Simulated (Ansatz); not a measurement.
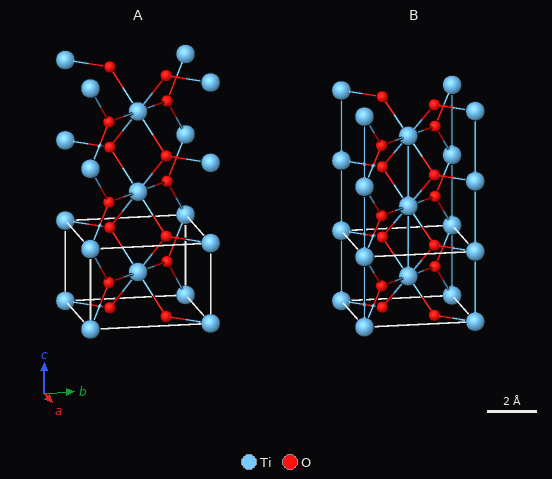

Two geometries of solid TiO₂ (built on the rutile host type), drawn at one scale. One is the start of a relaxation, the other its converged end. The picture is a ball-and-stick view of the cell of the calculation, repeated 1 × 1 × 3 with one cell outlined, seen slightly off an axis.

All numbers below come from DFT, PBE, plane waves, PAW (Ansatz 0.2.0). Settings: plane-wave cutoff 420 eV; k-point mesh 6 × 6 × 8; occupations fermi dirac; smearing width 0.02 eV; no spin polarisation; cell and atoms relaxed; force threshold 0.005 eV/Å.

Which geometry has the lower energy?

Answer. Structure B is the relaxed one. The largest moves relative to the cell, 0.006 Å, are those of O atoms. Ti stays in place. The drawn cell changes as follows: a = b 5.038 → 4.644 Å (−7.8 %), c 3.391 → 2.964 Å (−12.6 %); the volume changes by −25.7 %. Among the contacts that change: Ti–Ti 3.391 → 2.964 Å, O–Ti 2.188 → 1.958 Å, O–Ti 2.180 → 2.004 Å. Bond angles that change, for instance: O–Ti–O 101.6° → 98.4°, Ti–O–Ti 101.6° → 98.4°, O–Ti–O 78.4° → 81.6°. The space group stays P4_2/mnm (No. 136). Over 7 accepted moves (9 points after the start) the energy falls by 3.418 eV per cell of the calculation. The largest force component goes from 0.37 to under 0.0001 eV/Å. The pressure goes from −35.69 to −0.01 GPa. At 2 points the geometry stayed and the basis and grid were re-selected for the new cell (energy shift of 22.5 meV per cell of the calculation at most each time).
